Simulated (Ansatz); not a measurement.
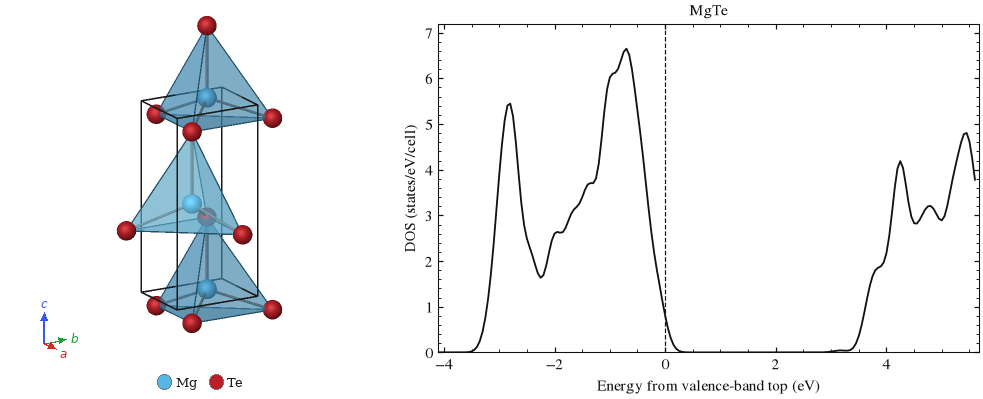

Density of states, beside the structure. Energies are counted from the top of the valence band. The curve is built from the levels of the k mesh with Gaussians 0.3 eV wide, which also blur the band edges.

System: MgTe, space group P6_3mc, 4 atoms in the cell, wurtzite type.

Method: DFT, r2SCAN, plane waves, PAW, no spin polarisation, 6×6×4 k mesh, 500 eV cutoff (Ansatz 0.2.0).

Question: Metal or insulator, going by the density of states?

Answer: There is a gap; over the k points computed it is 3.16 eV (direct among those points).

Question: How wide is the upper valence band?

Answer: The upper group of valence states starts about 3.2 eV under the valence-band top, with a gap beneath it; it holds about 12 electrons a cell.

Question: Where is the tallest peak of the filled states in the window?

Answer: Within the window shown, the tallest peak of the filled states lies 0.7 eV under the valence-band top, at about 6.6 states per eV and cell.

Spin-orbit coupling is left out, which matters for Te.
